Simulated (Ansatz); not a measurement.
Run report: Al2Cu, geometry relaxation (part 1 of 2)

System: Al2Cu (I4/mcm, 6 atoms in the cell).
Method: DFT PBEsol, scalar-relativistic, plane waves, PAW, no spin polarisation (Ansatz 0.2.0).

The structure derives from an entry of the Crystallography Open Database.

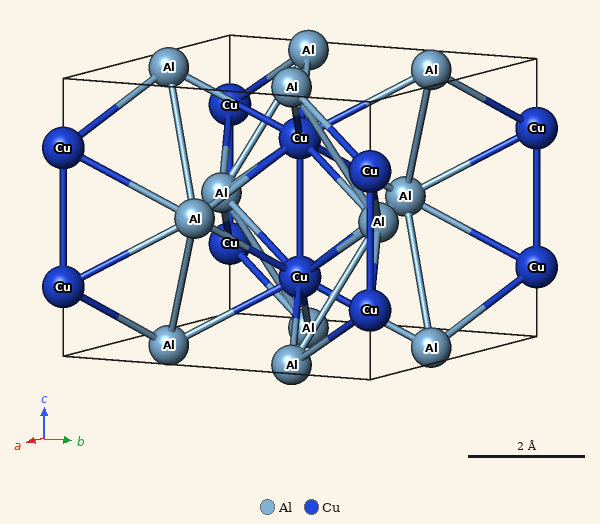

Figure 1. The structure as given in the input (ball-and-stick view of the cell 2 times as large as that of the calculation, set on its symmetry axes, seen at an oblique angle). An atom can appear more than once, as a periodic image.

## Input file
```yaml
crystal:
  lattice:
    - [-3.0335, 3.0335, 2.4385]
    - [3.0335, -3.0335, 2.4385]
    - [3.0335, 3.0335, -2.4385]
  atoms:
    - { symbol: Al, position: [0.1581, 0.6581, 0.8162] }
    - { symbol: Al, position: [0.6581, 0.8419, 0.5] }
    - { symbol: Al, position: [0.8419, 0.3419, 0.1838] }
    - { symbol: Al, position: [0.3419, 0.1581, 0.5] }
    - { symbol: Cu, position: [0.75, 0.75, 0.0] }
    - { symbol: Cu, position: [0.25, 0.25, 0.0] }
basis:
  ecutwfc: 420
kpoints:
  mp_grid: { grid: [10, 10, 10] }
hamiltonian:
  xc: pbesol
scf:
  occupations: { method: gaussian, width: 0.1 }
output:
  forces: true
  stress: true
  eigenvalues: true
  write_density: true
  write_potential: true
  elf: true
  volumetric_format: npy
relax:
  adjacent_minimum: "off"
  f_tol: 0.005
  max_steps: 80
  cell: { stress_tol: 0.05 }
```

Run on 2 threads of Arm Neoverse V1, 24 GiB of memory available, shared host.

Launched with:
```bash
ansatz run input.yaml --threads 2 --pin off --max-ram 5120MiB --backend cpu --events-out ev --progress --plain --runs-dir out
```

## Log
```
Engine: ansatz 0.2.0, aarch64-unknown-linux-gnu
Pseudopotentials: kind: paw
Pseudopotential: Al, paw, valence charge 3, recommended cutoff 420 eV (normal), Al.paw.azcp
Pseudopotential: Cu, paw, valence charge 19, recommended cutoff 420 eV (normal), Cu.paw.azcp
Functional definition: PBEsol
  exchange = pbesol_x
  correlation = pbesol_c
Crystal: 6 atoms, lattice volume = 89.758 Å³
Basis set: ecut = 420 eV, 1729 PW (Γ), exchange–correlation on 72×72×72 points (8 copies of the dense FFT grid, shifted against one another)
Bands: 31, of which v1, the nominal top of the filled ones, is band 25 counted from 1 (24 counted from 0)
Symmetry: 16 space group operations
Space group: I4/mcm (ITA 140), of the structure as read, at distance tolerance 4.5e-5 Å
k-points: 102 of 1000
Non-local potential: Al, projectors of the file, l = 0: 2, l = 1: 2, l = 2: 1
Non-local potential: Cu, projectors of the file, l = 0: 3, l = 1: 2, l = 2: 3, l = 3: 1
PAW form: soft (Blöchl's): semilocal exchange-correlation on the pseudo side does not see the compensation charge
PAW frozen core: Al, regenerated for the run's functional, and the local potential with it (the file was generated under x = pbe(κ = 0.804, μ = 0.2195149727645171), c = pbe(β = 0.06672455060314922))
PAW frozen core: Cu, regenerated for the run's functional, and the local potential with it (the file was generated under x = pbe(κ = 0.804, μ = 0.2195149727645171), c = pbe(β = 0.06672455060314922))
PAW one-centre angular grid: Al, 110 points (default); XC on 64 Gauss nodes
PAW one-centre angular grid: Cu, 590 points (default); XC on 64 Gauss nodes
Initial density: superposition of atomic densities (neutral atoms: chi_scale 0, normalization atom), corrected by the library's trained network
Initial wavefunctions: pseudopotential atomic-orbital guess
Functional: x = pbesol(κ = 0.804, μ = 0.12345679012345678), c = pbesol(β = 0.046)
SCF iter   1: F=—  HF=-15276.765542 eV  |F-HF|=—  |Δ(HF+E_count)|=         —  Δρ=4.60e-3  dr2=1.19e-2  ethr=1.77e-3  ⟨swp⟩=7.8  Hψ=15822  notcnv=0  defer=1
preconditioner: auto → Kerker (q_TF=auto, 2.475 Å⁻¹)  [metal: Δε(μ)=0.005 eV  Ē_g=7.082 eV  σ=0.100 eV  W_gap=0.03  n_scr=16 (ndim 8)  ℏωp=22.9 eV  f_vac=0.000  D(μ)=1.96/eV (n_scr^D=12)]
SCF iter   2: F=—  HF=-15276.761563 eV  |F-HF|=—  |Δ(HF+E_count)|=   3.98e-3  Δρ=1.45e-3  dr2=5.41e-3  ethr=2.37e-5  ⟨swp⟩=2.3  Hψ=6184  notcnv=0  defer=2
SCF iter   3: F=—  HF=-15276.760809 eV  |F-HF|=—  |Δ(HF+E_count)|=   7.55e-4  Δρ=9.38e-4  dr2=2.04e-3  ethr=1.08e-5  ⟨swp⟩=1.1  Hψ=3038  notcnv=0  defer=2
SCF iter   4: F=—  HF=-15276.760288 eV  |F-HF|=—  |Δ(HF+E_count)|=   5.21e-4  Δρ=2.32e-4  dr2=1.51e-4  ethr=4.07e-6  ⟨swp⟩=2.1  Hψ=4514  notcnv=0  defer=2
SCF iter   5: F=—  HF=-15276.760250 eV  |F-HF|=—  |Δ(HF+E_count)|=   3.77e-5  Δρ=4.05e-5  dr2=3.98e-6  ethr=3.02e-7  ⟨swp⟩=2.0  Hψ=4427  notcnv=0  defer=2
SCF iter   6: F=—  HF=-15276.760247 eV  |F-HF|=—  |Δ(HF+E_count)|=   2.74e-6  Δρ=5.04e-6  dr2=2.67e-8  ethr=2.00e-10  ⟨swp⟩=9.6  Hψ=22901  notcnv=0
SCF iter   7: F=-15276.760247 eV  HF=-15276.760247 eV  |F-HF|=7.89e-9  |Δ(HF+E_count)|=   4.37e-9  Δρ=3.73e-6  dr2=8.94e-9  ethr=5.33e-11  ⟨swp⟩=4.9  Hψ=16781  notcnv=0
SCF 1 converged in 7 iterations: F = -15276.760247 eV  dr2 = 8.94e-9
  greatest PAW one-centre occupation: 1.000 electrons in one spin orbital (limit 2), on the Cu atom at site 5 (counted from 0), in its partial waves of l = 0
relax step   1: F+E_penalty+E_count = -15276.76024749 eV  Δ(F+E_penalty+E_count) = +0.000e0 eV  max|allowed force component| = 6.945e-2 eV/Å  Δτ_max = 0.0000 Å  P = -3.558 GPa  Ω = 89.758 Å³  (7 SCF iters, dr2 threshold 1.00e-7 eV, accepted)
Crystal: 6 atoms, lattice volume = 87.289 Å³
Basis set: ecut = 420 eV, 1713 PW (Γ), exchange–correlation on 72×72×72 points (8 copies of the dense FFT grid, shifted against one another)
Initial density: handed on by an earlier stage of this run
Initial wavefunctions: those handed on with the density
iter 1 solved again at ethr=1.65e-4 eV; its pass at ethr=3.10e-3 eV (dr2=8.23e-2 eV) is discarded
SCF iter   1: F=—  HF=-15276.808869 eV  |F-HF|=—  |Δ(HF+E_count)|=         —  Δρ=1.09e-2  dr2=8.30e-2  ethr=1.65e-4  ⟨swp⟩=1.0  Hψ=16319  notcnv=0
preconditioner: auto → Kerker (q_TF=auto, 2.486 Å⁻¹)  [metal: Δε(μ)=0.012 eV  Ē_g=7.160 eV  σ=0.100 eV  W_gap=0.07  n_scr=16 (ndim 8)  ℏωp=23.2 eV  f_vac=0.000  D(μ)=1.96/eV (n_scr^D=12)]
SCF iter   2: F=—  HF=-15276.797882 eV  |F-HF|=—  |Δ(HF+E_count)|=   1.10e-2  Δρ=1.41e-3  dr2=2.61e-3  ethr=1.65e-4  ⟨swp⟩=2.0  Hψ=4974  notcnv=0
SCF iter   3: F=—  HF=-15276.796279 eV  |F-HF|=—  |Δ(HF+E_count)|=   1.60e-3  Δρ=1.46e-3  dr2=2.61e-3  ethr=5.22e-6  ⟨swp⟩=2.1  Hψ=4843  notcnv=0
SCF iter   4: F=—  HF=-15276.795846 eV  |F-HF|=—  |Δ(HF+E_count)|=   4.33e-4  Δρ=3.08e-4  dr2=8.39e-5  ethr=5.22e-6  ⟨swp⟩=2.3  Hψ=4258  notcnv=0
SCF iter   5: F=—  HF=-15276.795910 eV  |F-HF|=—  |Δ(HF+E_count)|=   6.44e-5  Δρ=3.97e-5  dr2=1.33e-6  ethr=1.68e-7  ⟨swp⟩=2.0  Hψ=4702  notcnv=0
SCF iter   6: F=-15276.795911 eV  HF=-15276.795911 eV  |F-HF|=2.33e-7  |Δ(HF+E_count)|=   5.86e-7  Δρ=2.04e-5  dr2=4.07e-7  ethr=1.20e-9  ⟨swp⟩=9.4  Hψ=23282  notcnv=0
SCF 2 converged in 6 iterations: F = -15276.795911 eV  dr2 = 4.07e-7
  Residual-converged pass: ⟨swp⟩=1.0  Hψ=3572  notcnv=0  max |occ|·‖R‖ = 7.1e-9 eV (tolerance 1.0e-8 eV)  dr2=4.07e-7  dr2_onsite=1.53e-7  max |Δocc| = 1.8e-10
relax step   2: F+E_penalty+E_count = -15276.79591067 eV  Δ(F+E_penalty+E_count) = -3.566e-2 eV  max|allowed force component| = 4.544e-2 eV/Å  Δτ_max = 0.0031 Å  P = -0.765 GPa  Ω = 87.289 Å³  energy of the carried Pulay correction = +8.906e-4 eV  (6 SCF iters, dr2 threshold 6.00e-7 eV, accepted)
Crystal: 6 atoms, lattice volume = 86.653 Å³
Basis set: ecut = 420 eV, 1681 PW (Γ), exchange–correlation on 72×72×72 points (8 copies of the dense FFT grid, shifted against one another)
iter 1 solved again at ethr=1.03e-5 eV; its pass at ethr=3.10e-3 eV (dr2=5.16e-3 eV) is discarded
SCF iter   1: F=—  HF=-15276.799402 eV  |F-HF|=—  |Δ(HF+E_count)|=         —  Δρ=2.85e-3  dr2=5.28e-3  ethr=1.03e-5  ⟨swp⟩=1.0  Hψ=13484  notcnv=0
preconditioner: auto → Kerker (q_TF=auto, 2.489 Å⁻¹)  [metal: Δε(μ)=0.005 eV  Ē_g=7.270 eV  σ=0.100 eV  W_gap=0.03  n_scr=16 (ndim 8)  ℏωp=23.3 eV  f_vac=0.000  D(μ)=1.88/eV (n_scr^D=12)]
SCF iter   2: F=—  HF=-15276.798624 eV  |F-HF|=—  |Δ(HF+E_count)|=   7.78e-4  Δρ=4.35e-4  dr2=1.85e-4  ethr=1.03e-5  ⟨swp⟩=2.0  Hψ=4159  notcnv=0
SCF iter   3: F=—  HF=-15276.798501 eV  |F-HF|=—  |Δ(HF+E_count)|=   1.23e-4  Δρ=3.98e-4  dr2=1.60e-4  ethr=3.70e-7  ⟨swp⟩=2.0  Hψ=4639  notcnv=0
SCF iter   4: F=—  HF=-15276.798470 eV  |F-HF|=—  |Δ(HF+E_count)|=   3.13e-5  Δρ=1.06e-4  dr2=6.45e-6  ethr=3.19e-7  ⟨swp⟩=2.1  Hψ=4217  notcnv=0
iter 5 did not close the SCF: its close was put off for the readings that it lacked (scf_convergence_deferred on its scf_iter line)
SCF iter   5: F=-15276.798472 eV  HF=-15276.798472 eV  |F-HF|=1.68e-7  |Δ(HF+E_count)|=   2.79e-6  Δρ=1.38e-5  dr2=2.70e-7  ethr=1.29e-8  ⟨swp⟩=2.0  Hψ=4756  notcnv=0
SCF iter   6: F=-15276.798472 eV  HF=-15276.798472 eV  |F-HF|=1.34e-8  |Δ(HF+E_count)|=   1.60e-8  Δρ=2.78e-6  dr2=1.13e-8  ethr=5.39e-10  ⟨swp⟩=5.5  Hψ=18755  notcnv=0
SCF 3 converged in 6 iterations: F = -15276.798472 eV  dr2 = 1.13e-8
relax step   3: F+E_penalty+E_count = -15276.79847246 eV  Δ(F+E_penalty+E_count) = -2.562e-3 eV  max|allowed force component| = 9.855e-4 eV/Å  Δτ_max = 0.0071 Å  P = +0.063 GPa  Ω = 86.653 Å³  energy of the carried Pulay correction = +1.124e-3 eV  (6 SCF iters, dr2 threshold 6.00e-7 eV, accepted)
Crystal: 6 atoms, lattice volume = 86.702 Å³
iter 1 solved again at ethr=6.54e-8 eV; its pass at ethr=3.10e-3 eV (dr2=3.27e-5 eV) is discarded
SCF iter   1: F=—  HF=-15276.798481 eV  |F-HF|=—  |Δ(HF+E_count)|=         —  Δρ=2.14e-4  dr2=3.28e-5  ethr=6.54e-8  ⟨swp⟩=2.4  Hψ=15154  notcnv=0
preconditioner: auto → Kerker (q_TF=auto, 2.489 Å⁻¹)  [metal: Δε(μ)=0.013 eV  Ē_g=7.288 eV  σ=0.100 eV  W_gap=0.07  n_scr=16 (ndim 8)  ℏωp=23.3 eV  f_vac=0.000  D(μ)=1.85/eV (n_scr^D=12)]
SCF iter   2: F=—  HF=-15276.798477 eV  |F-HF|=—  |Δ(HF+E_count)|=   4.75e-6  Δρ=3.36e-5  dr2=1.22e-6  ethr=6.54e-8  ⟨swp⟩=2.0  Hψ=4185  notcnv=0
SCF iter   3: F=—  HF=-15276.798476 eV  |F-HF|=—  |Δ(HF+E_count)|=   6.99e-7  Δρ=3.20e-5  dr2=1.33e-6  ethr=2.44e-9  ⟨swp⟩=2.0  Hψ=5540  notcnv=0
SCF iter   4: F=—  HF=-15276.798476 eV  |F-HF|=—  |Δ(HF+E_count)|=   2.05e-7  Δρ=8.73e-6  dr2=5.64e-8  ethr=2.44e-9  ⟨swp⟩=2.2  Hψ=4348  notcnv=0
iter 5 did not close the SCF: its close was put off for the readings that it lacked (scf_convergence_deferred on its scf_iter line)
SCF iter   5: F=-15276.798476 eV  HF=-15276.798476 eV  |F-HF|=7.79e-10  |Δ(HF+E_count)|=   1.34e-8  Δρ=2.18e-6  dr2=3.41e-9  ethr=1.13e-10  ⟨swp⟩=2.0  Hψ=4653  notcnv=0
SCF iter   6: F=-15276.798476 eV  HF=-15276.798476 eV  |F-HF|=1.38e-10  |Δ(HF+E_count)|=  7.95e-10  Δρ=2.95e-7  dr2=1.07e-10  ethr=6.82e-12  ⟨swp⟩=4.8  Hψ=16260  notcnv=0
SCF 4 converged in 6 iterations: F = -15276.798476 eV  dr2 = 1.07e-10
relax step   4: F+E_penalty+E_count = -15276.79847575 eV  Δ(F+E_penalty+E_count) = -3.288e-6 eV  max|allowed force component| = 3.765e-4 eV/Å  Δτ_max = 0.0003 Å  P = +0.003 GPa  Ω = 86.702 Å³  energy of the carried Pulay correction = +1.106e-3 eV  (6 SCF iters, dr2 threshold 3.73e-8 eV, accepted)
Initial wavefunctions: pseudopotential atomic-orbital guess (no wavefunctions were taken with the density)
iter 1 solved again at ethr=6.15e-7 eV; its pass at ethr=3.10e-3 eV (dr2=3.08e-4 eV) is discarded
SCF iter   1: F=—  HF=-15276.797484 eV  |F-HF|=—  |Δ(HF+E_count)|=         —  Δρ=4.56e-5  dr2=1.98e-7  ethr=6.15e-7  ⟨swp⟩=2.5  Hψ=21299  notcnv=0
eigensolver tolerance schedule: the retry pair's looser diagonalisation over-reported the residual by 1550.07 of it (diagonalisation noise at 0.44 of the residual, at the tolerance the schedule requests for it); recorded, not acted on — ethr = c·dr2/N_el stays at c = 1.0e-1
preconditioner: auto → Kerker (q_TF=auto, 2.489 Å⁻¹)  [metal: Δε(μ)=0.013 eV  Ē_g=7.286 eV  σ=0.100 eV  W_gap=0.07  n_scr=16 (ndim 8)  ℏωp=23.3 eV  f_vac=0.000  D(μ)=1.86/eV (n_scr^D=12)]
SCF iter   2: F=—  HF=-15276.797486 eV  |F-HF|=—  |Δ(HF+E_count)|=   1.87e-6  Δρ=2.69e-5  dr2=2.74e-7  ethr=3.97e-10  ⟨swp⟩=2.1  Hψ=5768  notcnv=0
SCF iter   3: F=—  HF=-15276.797486 eV  |F-HF|=—  |Δ(HF+E_count)|=   2.62e-8  Δρ=9.81e-6  dr2=1.68e-8  ethr=3.97e-10  ⟨swp⟩=2.2  Hψ=4087  notcnv=0
SCF iter   4: F=—  HF=-15276.797486 eV  |F-HF|=—  |Δ(HF+E_count)|=   3.73e-9  Δρ=4.08e-7  dr2=2.32e-10  ethr=3.36e-11  ⟨swp⟩=2.3  Hψ=5706  notcnv=0
SCF iter   5: F=—  HF=-15276.797486 eV  |F-HF|=—  |Δ(HF+E_count)|=  9.08e-10  Δρ=2.88e-7  dr2=1.51e-11  ethr=1.00e-12  ⟨swp⟩=2.0  Hψ=5647  notcnv=0
SCF iter   6: F=-15276.797486 eV  HF=-15276.797486 eV  |F-HF|=7.28e-12  |Δ(HF+E_count)|=  5.46e-12  Δρ=2.58e-8  dr2=4.62e-13  ethr=1.00e-12  ⟨swp⟩=5.3  Hψ=12605  notcnv=0
SCF 5 converged in 6 iterations: F = -15276.797486 eV  dr2 = 4.62e-13
relax step   5: F+E_penalty+E_count = -15276.79748637 eV  Δ(F+E_penalty+E_count) = +9.894e-4 eV  max|allowed force component| = 3.399e-4 eV/Å  Δτ_max = 0.0000 Å  P = -0.006 GPa  Ω = 86.702 Å³  stress off target by 2.53e-2 GPa  SCF on the basis re-selected at this cell (its energy is not comparable with the rows above)  (6 SCF iters)
```

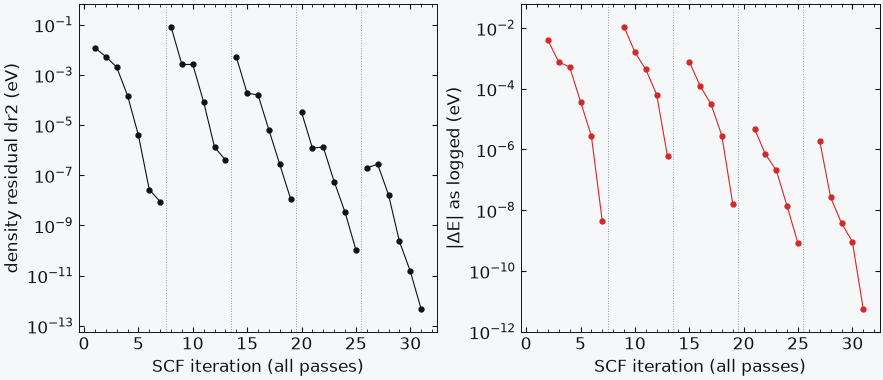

Figure 2. Convergence of the self-consistent field: density residual dr2 and size of the energy change against the SCF iteration. The dotted lines part the SCF passes of the relaxation: geometry steps, rejected trials and re-solves on a re-selected basis. The 5 passes take 6 to 7 iterations each, 31 in all.

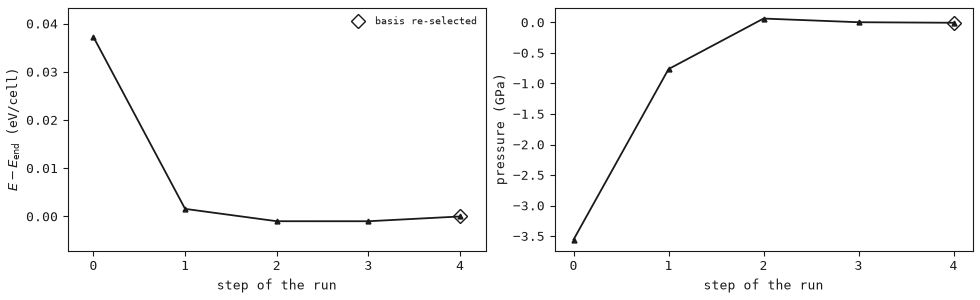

Figure 3. Progress of the relaxation, step by step (the first geometry is step 0 here and step 1 in the log).

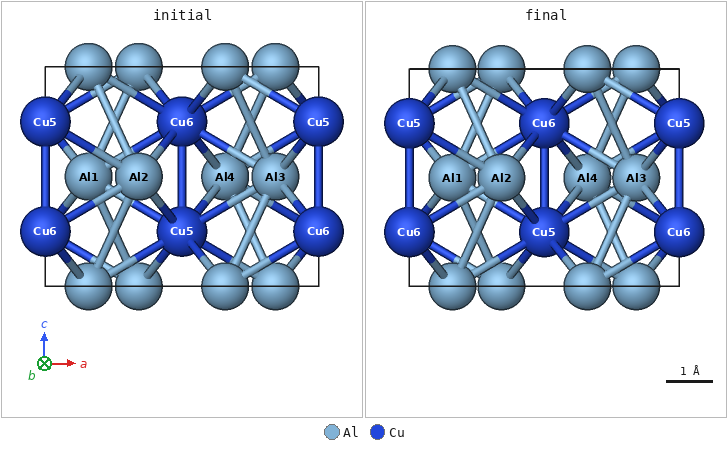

Figure 4. Before (left) and after (right) the relaxation, at one scale (ball-and-stick view of the cell 2 times as large as that of the calculation, set on its symmetry axes, along the b axis). After 3 geometry steps the energy has fallen by 38.2 meV per cell of the calculation. Largest force component: 0.069 eV/Å at the start, 0.00034 eV/Å at the end. Pressure: −3.56 GPa at the start and −0.01 GPa at the end. The largest moves relative to the cell, 0.010 Å, are those of Al1, Al2, Al3 and Al4. Cu stays in place. Cell: a = b 6.067 → 5.993 Å (−1.2 %), c 4.877 → 4.828 Å (−1.0 %). Volume −3.4 %. Among the contacts that change: Al1–Al3 2.904 → 2.862 Å, Al1–Cu5 2.590 → 2.557 Å, Cu5–Cu6 2.438 → 2.414 Å. The space group stays I4/mcm (No. 140). A last SCF at the same geometry on a re-selected plane-wave basis shifts the energy by +1.0 meV per cell of the calculation. (Atoms are counted from 1 in the order of the input.)
